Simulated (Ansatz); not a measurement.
# TiAl: 5 runs along one coordinate

System: TiAl (2 atoms in the cell).
Method: DFT PBEsol, scalar-relativistic, plane waves, PAW, no spin polarisation (Ansatz 0.2.0).

The 5 runs differ only in the geometry, by a strain of the cell at fixed fractional positions. Against run 3, the strain is εxx = −0.02 η, εxy = η and εyy = −0.02 η. The structure derives from a Materials Project entry.

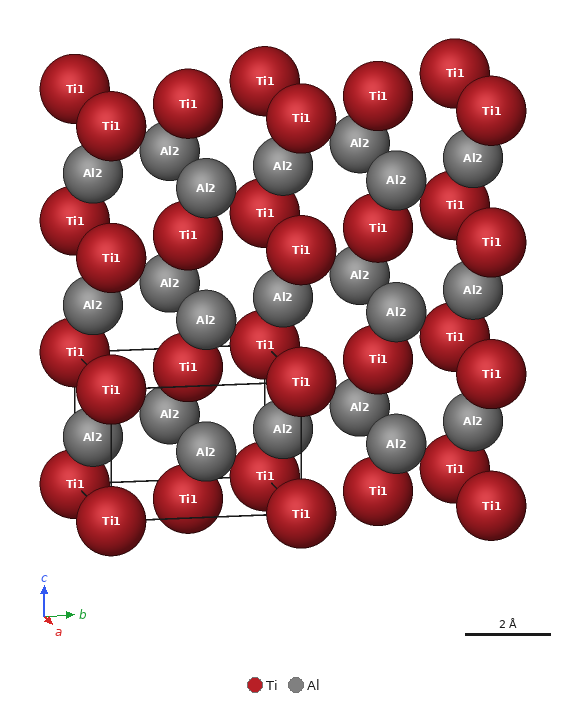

Figure 1. The structure of run 3 (spheres-only view of the cell 2 times as large as that of the calculation, set on its symmetry axes, repeated 1 × 2 × 3, seen slightly off an axis; atoms are numbered from 1 in the order of the input). An atom can appear more than once, as a periodic image.

## Input of run 3
```yaml
crystal:
  lattice:
    - [3.179064, 0.05960745, 0.0]
    - [0.05960745, 3.179064, 0.0]
    - [0.0, 0.0, 3.179064]
  atoms:
    - { symbol: Ti, position: [0.0, 0.0, 0.0] }
    - { symbol: Al, position: [0.5, 0.5, 0.5] }
basis:
  ecutwfc: 420
kpoints:
  mp_grid: { grid: [16, 16, 16] }
hamiltonian:
  xc: pbesol
scf:
  occupations: { method: gaussian, width: 0.15 }
output:
  forces: true
  stress: true
  eigenvalues: true
```

Command:
```bash
ansatz run input.yaml --threads 1 --pin off --max-ram 2560MiB --backend cpu --events-out ev --progress --plain --runs-dir out
```

Run 4 differs from it as follows:
```diff
-    - [3.179064, 0.05960745, 0.0]
-    - [0.05960745, 3.179064, 0.0]
+    - [3.179064, 0.07152894, 0.0]
+    - [0.07152894, 3.179064, 0.0]
```

## Results, with one run withheld

```csv
run,strain parameter η (%),"free energy per atom, from the lowest run given (meV)",pressure (GPa)
1,−1.5005,0.00,−2.40
2,−0.7503,1.51,−2.34
3,0.0000,4.56,−2.23
4,0.3751,?,?
5,0.7503,9.22,−2.06
```

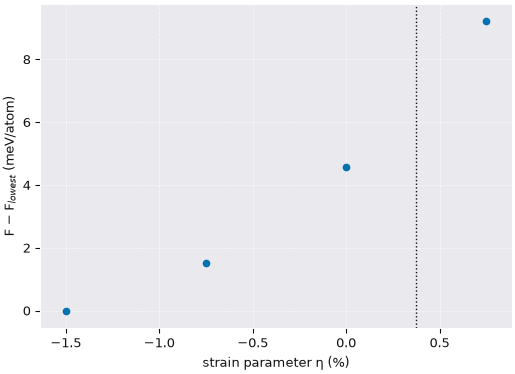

Figure 2. Free energy per atom of the runs given; the dotted line marks run 4.

Estimate the energy of run 4 from the others.

A quadratic polynomial in the coordinate, fitted to the 4 runs given, misses them by at most 0.01 meV per atom. With x = η + 0.3751, it reads F = 2.8383 + 4.0932 x + 1.3988 x² (meV per atom). At run 4 it gives 6.70 meV per atom, and the run itself gives 6.68. The fit has no minimum inside this range.

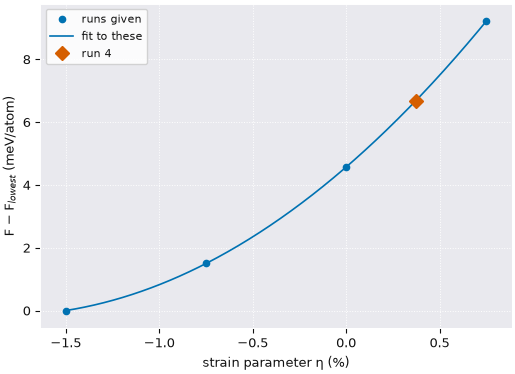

Figure 3. The fit and the withheld run.

## Output, shortened to warnings, some set-up lines, iterations and results (run 4)
```
Basis set: ecut = 420 eV, 631 PW (Γ), exchange–correlation on 48×48×48 points (8 copies of the dense FFT grid, shifted against one another)
Symmetry: 8 space group operations
k-points: 657 of 4096
Initial density: superposition of atomic densities (neutral atoms: chi_scale 0, normalization atom), corrected by the library's trained network
[...]
SCF iter   1: F=—  HF=-2998.982229 eV  |F-HF|=—  |Δ(HF+E_count)|=         —  Δρ=4.81e-3  dr2=1.09e-2  ethr=1.77e-3  ⟨swp⟩=5.0  Hψ=40736  notcnv=0
SCF iter   2: F=—  HF=-2998.980574 eV  |F-HF|=—  |Δ(HF+E_count)|=   1.65e-3  Δρ=3.34e-3  dr2=6.53e-3  ethr=7.30e-5  ⟨swp⟩=1.0  Hψ=13140  notcnv=0
SCF iter   3: F=—  HF=-2998.978842 eV  |F-HF|=—  |Δ(HF+E_count)|=   1.73e-3  Δρ=5.54e-4  dr2=5.07e-5  ethr=4.35e-5  ⟨swp⟩=2.1  Hψ=9843  notcnv=0
SCF iter   4: F=—  HF=-2998.978842 eV  |F-HF|=—  |Δ(HF+E_count)|=   1.07e-7  Δρ=1.18e-4  dr2=1.97e-6  ethr=3.38e-7  ⟨swp⟩=3.0  Hψ=13364  notcnv=0
SCF iter   5: F=—  HF=-2998.978841 eV  |F-HF|=—  |Δ(HF+E_count)|=   4.84e-7  Δρ=2.42e-5  dr2=1.72e-7  ethr=1.32e-8  ⟨swp⟩=2.7  Hψ=11914  notcnv=0
SCF iter   6: F=-2998.978841 eV  HF=-2998.978841 eV  |F-HF|=2.76e-10  |Δ(HF+E_count)|=   5.02e-8  Δρ=2.94e-6  dr2=1.69e-9  ethr=6.67e-10  ⟨swp⟩=4.9  Hψ=29846  notcnv=0
SCF 1 converged in 6 iterations: F = -2998.978841 eV  dr2 = 1.69e-9
SCF converged after 6 iterations
Free energy (F): -2998.978841 eV
Harris-Foulkes:  -2998.978841 eV  (|F-HF|=2.76e-10)
Internal energy: -2998.950322 eV  (E = F + TS)
E sigma→0 (E₀):  -2998.964581 eV
Entropy (-TS):   -0.028520 eV (-14.260 meV/atom)
Fermi energy:    11.337299 eV
--- Per-component energies (eV) ---
  E_band       = -162.602684
  E_kinetic    = 296.422865
  E_local      = -1021.905512  (includes V_loc(G=0)·N_el)
  E_nonlocal   = 20.650542
  E_hartree    = 434.203289
  E_xc         = -136.597345
  E_vxc        = -151.296766  (∫ρ·V_xc dr)
  E_paw        = -1477.842597  (= ΣΔE_a)
  E_vpaw       = -174.879608  (= ΣTr[D̂ρ^β])
  E_aug_tail   = 0.000113  (compensation charges beyond the density's cutoff)
  E_ewald      = -1114.040198
  E_core_change = 0.158523  (= ΣΔE_core)
  E_smearing   = -0.028520  (= −TS)
  E_closure    = 0.000000  (closes the sum)
  Σ components = -2998.978841   (vs F -2998.978841, Δ=0.00e0)
--- Forces (eV/Å), atoms counted from 1 ---
  atom   1  Ti     0.00000000     0.00000000     0.00000000
  atom   2  Al    -0.00000000     0.00000000     0.00000000
  max |Σ_I F_I| component: 7.89e-31 eV/Å
--- Stress (GPa, compression-positive) ---
       -2.252722      -3.145576       0.000000
       -3.145576      -2.252722       0.000000
        0.000000       0.000000      -1.951948
  P = ⅓ Tr σ = -2.1525 GPa (-21.525 kbar)
```
